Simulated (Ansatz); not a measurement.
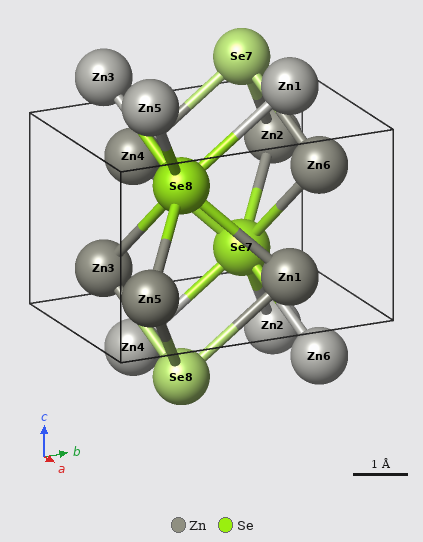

The structure (ball-and-stick view of the cell of the calculation, seen slightly off an axis; neighbours outside the cell are drawn fainter; atoms are numbered from 1 in the order of the input). An atom can appear more than once, as a periodic image.

# Zn3Se: band-structure calculation

System: Zn3Se (P6₃/mmc, 8 atoms in the cell).
Method: DFT PBE, scalar-relativistic, plane waves, PAW, no spin polarisation (Ansatz 0.2.0).

The structure was made by a generator, so it may or may not be a known phase. Figures and captions count atoms from 1; the log counts them from 0 in places.

### What the program printed
```
scf.n_extra_bands = 20 over 52 filled bands (N_el = 104.0): the run solves 72 bands
Engine: ansatz 0.2.0, aarch64-unknown-linux-gnu
Pseudopotentials: kind: paw
Pseudopotential: Zn, paw, valence charge 12, recommended cutoff 420 eV (normal), Zn.paw.azcp
Pseudopotential: Se, paw, valence charge 16, recommended cutoff 420 eV (normal), Se.paw.azcp
Functional definition: PBE
  parameter kappa = 0.804
  parameter beta = 0.06672455060314922
  exchange = pbe_x(kappa = kappa, mu = beta*pi^2/3)
  correlation = pbe_c(beta = beta)
Crystal: 8 atoms, lattice volume = 154.407 Å³
Basis set: ecut = 420 eV, 3019 PW (Γ), exchange–correlation on 96×96×50 points (8 copies of the dense FFT grid, shifted against one another)
Bands: 72, of which v1, the nominal top of the filled ones, is band 52 counted from 1 (51 counted from 0)
Symmetry: 24 space group operations
Space group: P63/mmc (ITA 194), of the structure as read, at distance tolerance 5.4e-5 Å
k-points: 42 of 360
Non-local potential: Zn, projectors of the file, l = 0: 2, l = 1: 2, l = 2: 3, l = 3: 1
Non-local potential: Se, projectors of the file, l = 0: 2, l = 1: 2, l = 2: 3, l = 3: 1
PAW form: soft (Blöchl's): semilocal exchange-correlation on the pseudo side does not see the compensation charge
PAW one-centre angular grid: Zn, 590 points (default); XC on 64 Gauss nodes
PAW one-centre angular grid: Se, 590 points (default); XC on 64 Gauss nodes
Initial density: superposition of atomic densities (neutral atoms: chi_scale 0, normalization atom), corrected by the library's trained network
Initial wavefunctions: pseudopotential atomic-orbital guess
Functional: x = pbe(κ = 0.804, μ = 0.2195149727645171), c = pbe(β = 0.06672455060314922)
SCF iter   1: F=—  HF=-30852.039194 eV  |F-HF|=—  |Δ(HF+E_count)|=         —  Δρ=2.97e-3  dr2=2.16e-2  ethr=1.77e-3  ⟨swp⟩=6.5  Hψ=13100  notcnv=0  defer=249
preconditioner: auto → Kerker (q_TF=auto, 2.554 Å⁻¹)  [metal: Δε(μ)=0.059 eV  Ē_g=12.491 eV  σ=0.100 eV  W_gap=0.30  n_scr=44 (ndim 8)  ℏωp=27.4 eV  f_vac=0.000  D(μ)=1.84/eV (n_scr^D=6)]
SCF iter   2: F=—  HF=-30852.035863 eV  |F-HF|=—  |Δ(HF+E_count)|=   3.33e-3  Δρ=1.52e-3  dr2=5.95e-3  ethr=2.08e-5  ⟨swp⟩=1.4  Hψ=3507  notcnv=0  defer=285
SCF iter   3: F=—  HF=-30852.035058 eV  |F-HF|=—  |Δ(HF+E_count)|=   8.05e-4  Δρ=7.92e-4  dr2=1.11e-3  ethr=5.72e-6  ⟨swp⟩=2.0  Hψ=4664  notcnv=0  defer=285
SCF iter   4: F=—  HF=-30852.034698 eV  |F-HF|=—  |Δ(HF+E_count)|=   3.60e-4  Δρ=3.17e-4  dr2=2.10e-4  ethr=1.07e-6  ⟨swp⟩=2.0  Hψ=4268  notcnv=0  defer=285
SCF iter   5: F=—  HF=-30852.034672 eV  |F-HF|=—  |Δ(HF+E_count)|=   2.59e-5  Δρ=1.62e-4  dr2=5.09e-5  ethr=2.02e-7  ⟨swp⟩=2.0  Hψ=4594  notcnv=0  defer=285
SCF iter   6: F=—  HF=-30852.034662 eV  |F-HF|=—  |Δ(HF+E_count)|=   9.46e-6  Δρ=6.36e-5  dr2=1.11e-5  ethr=4.90e-8  ⟨swp⟩=2.0  Hψ=4160  notcnv=0  defer=285
SCF iter   7: F=—  HF=-30852.034662 eV  |F-HF|=—  |Δ(HF+E_count)|=   4.28e-7  Δρ=2.98e-5  dr2=1.10e-6  ethr=1.07e-8  ⟨swp⟩=2.1  Hψ=4535  notcnv=0  defer=285
SCF iter   8: F=—  HF=-30852.034662 eV  |F-HF|=—  |Δ(HF+E_count)|=   1.23e-7  Δρ=5.27e-6  dr2=1.01e-7  ethr=1.06e-9  ⟨swp⟩=2.0  Hψ=4390  notcnv=0  defer=285
SCF iter   9: F=-30852.034662 eV  HF=-30852.034662 eV  |F-HF|=5.36e-9  |Δ(HF+E_count)|=   7.48e-9  Δρ=1.60e-6  dr2=9.89e-9  ethr=9.62e-11  ⟨swp⟩=11.4  Hψ=14835  notcnv=0
SCF 1 converged in 9 iterations: F = -30852.034662 eV  dr2 = 9.89e-9
  greatest PAW one-centre occupation: 1.000 electrons in one spin orbital (limit 2), on the Se atom at site 7 (counted from 0), in its partial waves of l = 2
NSCF: frozen V_eff on 129 k-points
NSCF: frozen V_eff on 70 k-points
SCF converged after 9 iterations
Free energy (F): -30852.034662 eV
Harris-Foulkes:  -30852.034662 eV  (|F-HF|=5.36e-9)
Internal energy: -30852.025202 eV  (E = F + TS)
E sigma→0 (E₀):  -30852.029932 eV
Entropy (-TS):   -0.009460 eV (-1.183 meV/atom)
Fermi energy:    8.701804 eV
--- Per-component energies (eV) ---
  E_band       = -584.590507
  E_kinetic    = 1017.702532
  E_local      = -14619.174097  (includes V_loc(G=0)·N_el)
  E_nonlocal   = 2484.509290
  E_hartree    = 6483.560052
  E_xc         = -1028.742286
  E_vxc        = -503.730072  (∫ρ·V_xc dr)
  E_paw        = -14781.906389  (= ΣΔE_a)
  E_vpaw       = -1931.016808  (= ΣTr[D̂ρ^β])
  E_aug_tail   = -0.003407  (compensation charges beyond the density's cutoff)
  E_ewald      = -10407.970896
  E_smearing   = -0.009460  (= −TS)
  E_closure    = 0.000000  (closes the sum)
  Σ components = -30852.034662   (vs F -30852.034662, Δ=0.00e0)
--- Forces (eV/Å), atoms counted from 1 ---
  atom   1  Zn    -0.00000000    -0.00175730     0.00000000
  atom   2  Zn     0.00152187    -0.00087865     0.00000000
  atom   3  Zn     0.00152187     0.00087865     0.00000000
  atom   4  Zn     0.00000000     0.00175730     0.00000000
  atom   5  Zn    -0.00152187     0.00087865     0.00000000
  atom   6  Zn    -0.00152187    -0.00087865     0.00000000
  atom   7  Se     0.00000000     0.00000000     0.00000000
  atom   8  Se    -0.00000000    -0.00000000     0.00000000
  max |Σ_I F_I| component: 3.73e-17 eV/Å
--- Stress (GPa, compression-positive) ---
       -0.016207      -0.000000       0.000000
       -0.000000      -0.016207       0.000000
        0.000000       0.000000      -0.027440
  P = ⅓ Tr σ = -0.0200 GPa (-0.200 kbar)
--- Band table (eV; the first three rows and the last of 42) ---
  k-point 0: bands = ["-39.0150", "-39.0150", "-39.0150", "-39.0150", "-39.0078", "-39.0078", "-39.0078", "-39.0078", "-39.0048", "-39.0048", "-4.9236", "-4.4663", "1.2520", "1.2520", "1.2710", "1.2710", "1.2893", "1.3375", "1.3630", "1.3824", "1.4326", "1.4326", "1.5917", "1.5917", "1.6887", "1.6887", "1.7262", "1.7262", "1.7649", "1.9093", "1.9151", "1.9428", "1.9428", "1.9845", "1.9845", "2.0125", "2.0125", "2.0255", "2.0325", "2.0778", "2.0778", "2.2810", "2.3462", "3.4592", "3.4592", "3.5230", "3.5230", "7.2653", "7.8051", "7.8051", "7.9900", "9.8036", "10.8386", "11.4264", "11.4264", "11.6493", "13.7101", "14.0181", "14.0181", "14.2696", "14.2696", "15.2061", "15.2061", "15.4270", "15.8921", "16.1735", "16.1735", "16.8762", "17.2501", "17.2501", "17.4974", "17.4974"]
  k-point 1: bands = ["-39.0150", "-39.0150", "-39.0150", "-39.0150", "-39.0078", "-39.0078", "-39.0078", "-39.0078", "-39.0046", "-39.0046", "-4.8602", "-4.4191", "1.2926", "1.2926", "1.2980", "1.2980", "1.3004", "1.3586", "1.3881", "1.3999", "1.4158", "1.4158", "1.5390", "1.5390", "1.7095", "1.7192", "1.7192", "1.7534", "1.7534", "1.7636", "1.9282", "1.9282", "1.9366", "1.9366", "1.9956", "2.0074", "2.0244", "2.0275", "2.0275", "2.0796", "2.0796", "2.2523", "2.5436", "3.5822", "3.5822", "3.5965", "3.5965", "6.5179", "7.2028", "7.8878", "7.8878", "10.4890", "11.3205", "11.3205", "11.6890", "11.8083", "12.4972", "13.2538", "13.2538", "13.9418", "13.9418", "14.2072", "14.2072", "15.8696", "16.4082", "16.4082", "16.7494", "17.3913", "18.3313", "18.3313", "18.7852", "18.7852"]
  k-point 2: bands = ["-39.0150", "-39.0150", "-39.0150", "-39.0150", "-39.0079", "-39.0079", "-39.0079", "-39.0079", "-39.0043", "-39.0043", "-4.6823", "-4.2920", "1.3342", "1.3520", "1.3520", "1.3656", "1.3656", "1.4049", "1.4170", "1.4269", "1.4269", "1.4543", "1.4722", "1.4722", "1.5733", "1.7187", "1.7187", "1.7554", "1.7847", "1.7847", "1.8642", "1.8642", "1.9301", "1.9426", "1.9426", "1.9891", "2.0188", "2.0188", "2.0210", "2.0790", "2.0790", "2.1786", "2.9538", "3.8288", "3.8288", "3.9292", "3.9292", "5.2372", "6.0234", "8.0783", "8.0783", "10.5528", "10.5528", "10.6303", "11.4540", "12.2752", "12.3489", "12.3489", "12.4294", "12.4294", "13.3508", "14.4834", "14.4834", "16.5965", "16.5965", "17.0756", "17.0921", "17.6654", "17.6654", "18.5640", "19.7105", "20.0678"]
  k-point 41: bands = ["-39.0150", "-39.0150", "-39.0150", "-39.0150", "-39.0081", "-39.0081", "-39.0081", "-39.0081", "-39.0035", "-39.0035", "-4.0061", "-4.0061", "1.3260", "1.3260", "1.4258", "1.4258", "1.4333", "1.4333", "1.4958", "1.4958", "1.5448", "1.5448", "1.5529", "1.5529", "1.5821", "1.5821", "1.7590", "1.7590", "1.7658", "1.7658", "1.8209", "1.8209", "1.8475", "1.8475", "1.9193", "1.9193", "1.9636", "1.9636", "1.9747", "1.9747", "2.1165", "2.1165", "3.2628", "3.2628", "3.9769", "3.9769", "5.7382", "5.7382", "6.7177", "6.7177", "7.6972", "7.6972", "9.8786", "9.8786", "10.6941", "10.6941", "10.8371", "10.8371", "11.5989", "11.5989", "13.4708", "13.4708", "13.5300", "13.5300", "17.6424", "17.6424", "17.8011", "17.8011", "20.3426", "20.3426", "20.5778", "20.5778"]
--- Löwdin populations: 8 sites ---
  site symbol       q [e]
     0     Zn     11.3747
     1     Zn     11.3747
     2     Zn     11.3747
     3     Zn     11.3747
     4     Zn     11.3747
     5     Zn     11.3747
     6     Se     17.0703
     7     Se     17.0703
  spilling = 0.015495 (of n_electrons = 104.000000)
--- Bader charges: 8 sites ---
  site symbol  charge [e]  shift [e]
     0     Zn      0.2526     0.0009
     1     Zn      0.2526     0.0009
     2     Zn      0.2526     0.0009
     3     Zn      0.2526     0.0009
     4     Zn      0.2526     0.0009
     5     Zn      0.2526     0.0009
     6     Se     -0.7578     0.0026
     7     Se     -0.7578     0.0026
  estimated error of the sums over rays = 2.7e-4 e
```

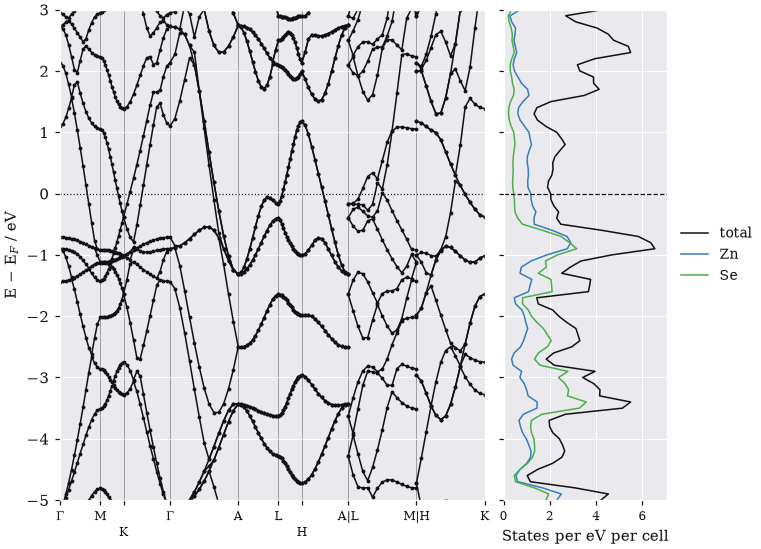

Band structure along Γ–M–K–Γ–A–L–H–A|L–M|H–K and density of states (projected on Löwdin-orthogonalised atomic shells), with energies from the Fermi level. Bands cross the Fermi level: a metal at this level of theory.

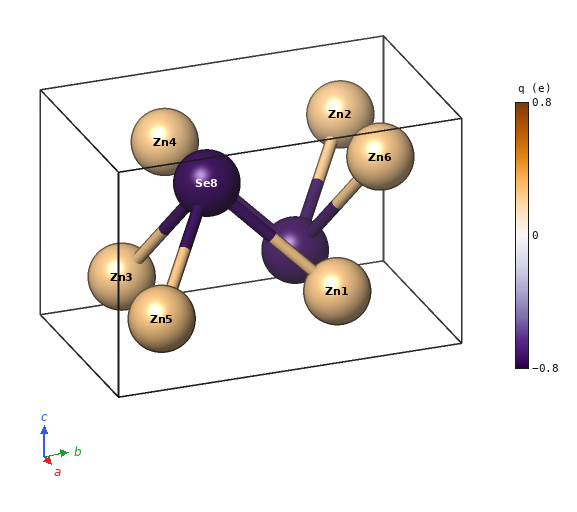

Bader charges, as the colour of each atom (ball-and-stick view of the cell of the calculation, seen slightly off an axis; atoms are numbered from 1 in the order of the input). By element: Zn +0.25 and Se −0.76 e.

The run was set up as follows.

### Input file
```yaml
crystal:
  lattice:
    - [7.0404503593, 0.0, 0.0]
    - [-3.5202251796, 6.0972088652, 0.0]
    - [0.0, 0.0, 3.5969482507]
  atoms:
    - { symbol: Zn, position: [0.8372490548, 0.6744981096, 0.25] }
    - { symbol: Zn, position: [0.1627509452, 0.8372490548, 0.75] }
    - { symbol: Zn, position: [0.3255018904, 0.1627509452, 0.25] }
    - { symbol: Zn, position: [0.1627509452, 0.3255018904, 0.75] }
    - { symbol: Zn, position: [0.8372490548, 0.1627509452, 0.25] }
    - { symbol: Zn, position: [0.6744981096, 0.8372490548, 0.75] }
    - { symbol: Se, position: [0.3333333333, 0.6666666667, 0.25] }
    - { symbol: Se, position: [0.6666666667, 0.3333333333, 0.75] }
basis:
  ecutwfc: 420
kpoints:
  mp_grid: { grid: [6, 6, 10] }
  band_path:
    path:
      - [[0.0, 0.0, 0.0], [0.5, 0.0, 0.0], [0.33333333, 0.33333333, 0.0], [0.0, 0.0, 0.0], [0.0, 0.0, 0.5], [0.5, 0.0, 0.5], [0.33333333, 0.33333333, 0.5], [0.0, 0.0, 0.5]]
      - [[0.5, 0.0, 0.5], [0.5, 0.0, 0.0]]
      - [[0.33333333, 0.33333333, 0.5], [0.33333333, 0.33333333, 0.0]]
    npoints: 14
hamiltonian:
  xc: pbe
scf:
  occupations: { method: gaussian, width: 0.1 }
  n_extra_bands: 20
output:
  forces: true
  stress: true
  eigenvalues: true
  populations: true
  dos: { projected: true, de: 0.02, nscf_kmesh: { grid: [8, 8, 12] } }
  bader: true
```

Command:
```bash
ansatz run input.yaml --threads 1 --pin off --max-ram 2560MiB --backend cpu --events-out ev --progress --plain --runs-dir out
```

### Results in brief

| quantity | value |
| --- | --- |
| outcome | converged |
| space group (tolerance 0.01 Å) | P6₃/mmc (194) |
| electrons treated | 104 |
| free energy | −30852.0347 eV |
| Fermi energy | 8.702 eV |
| gap on the k-point mesh | none (metallic) |
| pressure | −0.02 GPa |
| largest force (length of the vector) | 0.002 eV/Å |
| hardware | 1 thread of Arm Neoverse V2, 64 GiB of memory available, shared host |
| wall time | 3 min |
| peak memory | 0.97 GiB |
